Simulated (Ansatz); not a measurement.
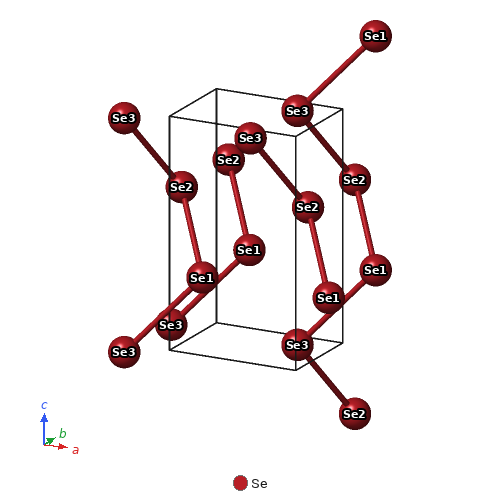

The system is Se (P3_121, No. 152; 3 atoms in the cell); the picture shows the reference structure. 
- The energy is mapped over volume and the cell's shape.
- Coordinates scanned: (1) volume per atom; (2) c/a of the conventional cell.
- Nothing is relaxed (fractional coordinates fixed).
- The scan uses a 7 × 7 grid.
- Points are written as (first, second).
- Energies: meV/atom, counted from the lowest grid point.
- The band gap closes in part of the range.
- Computed with Ansatz 0.2.0, DFT PBEsol+D3(BJ), scalar-relativistic, plane waves, PAW. Settings: cutoff 420 eV, k-mesh 12×12×8 in the order of the run's cell vectors, gaussian smearing 0.03 eV, no spin polarisation.

Its coordinates:

```yaml
crystal:
  lattice:
    - [3.88549, 0.00000, 0.00000]
    - [-1.94275, 3.36494, 0.00000]
    - [0.00000, 0.00000, 5.13970]
  atoms:
    - { symbol: Se, position: [0.26108, 0.00000, 0.33333] }
    - { symbol: Se, position: [0.00000, 0.26108, 0.66667] }
    - { symbol: Se, position: [0.73892, 0.73892, 0.00000] }
```

The input of one point:

```yaml
crystal:
  lattice:
    - [3.8854949922, 0.0, 0.0]
    - [-1.9427474961, 3.3649373695, 0.0]
    - [0.0, 0.0, 5.1396971945]
  atoms:
    - { symbol: Se, position: [0.2610773134, 0.0, 0.3333333333] }
    - { symbol: Se, position: [0.0, 0.2610773134, 0.6666666667] }
    - { symbol: Se, position: [0.7389226866, 0.7389226866, 0.0] }
basis:
  ecutwfc: 420
kpoints:
  mp_grid: { grid: [12, 12, 8] }
hamiltonian:
  xc: pbesol
  dispersion: d3bj
scf:
  occupations: { method: gaussian, width: 0.03 }
output:
  forces: true
  stress: true
  eigenvalues: true
```

Range: volume per atom from 20.61 to 24.19 Å³; c/a of the conventional cell from 1.173 to 1.492.

Predict the map.

The lowest grid point is at (22.40 Å³, 1.323). No other kind of well shows on this grid. The highest grid point, (20.61 Å³, 1.173), lies 103 meV/atom above the lowest. Round the minimum the valley is somewhat tilted: raising volume per atom shifts the best value of c/a of the conventional cell downwards (coupling k₁₂/√(k₁₁k₂₂) about 0.4).

```csv
"c/a of the conventional cell ↓, volume per atom →",20.61,21.20,21.80,22.40,23.00,23.59,24.19
1.492,46,36,35,42,56,76,101
1.433,34,19,14,18,28,45,67
1.377,32,13,4,4,11,25,44
1.323,40,17,4,0,4,14,31
1.271,56,28,11,4,5,12,26
1.221,77,46,26,15,13,17,29
1.173,103,68,45,31,26,29,38
```

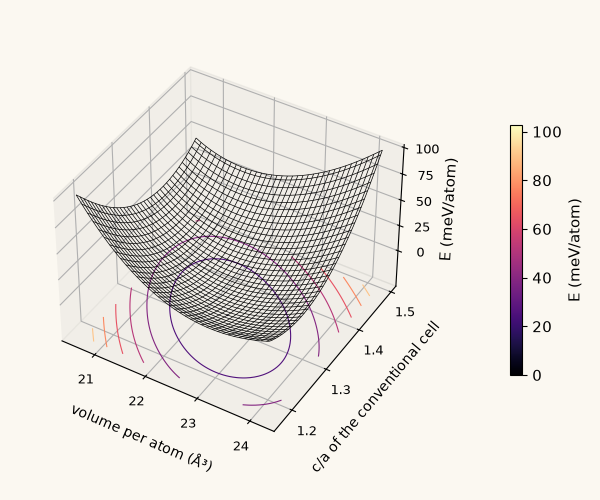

In the figure: a relief with its contours projected below. Between grid points the surface is interpolated.

Time for the 49 points that were run: 7.4 min on 1 thread of Intel(R) Xeon(R) 6975P-C (Granite Rapids) (shared host).
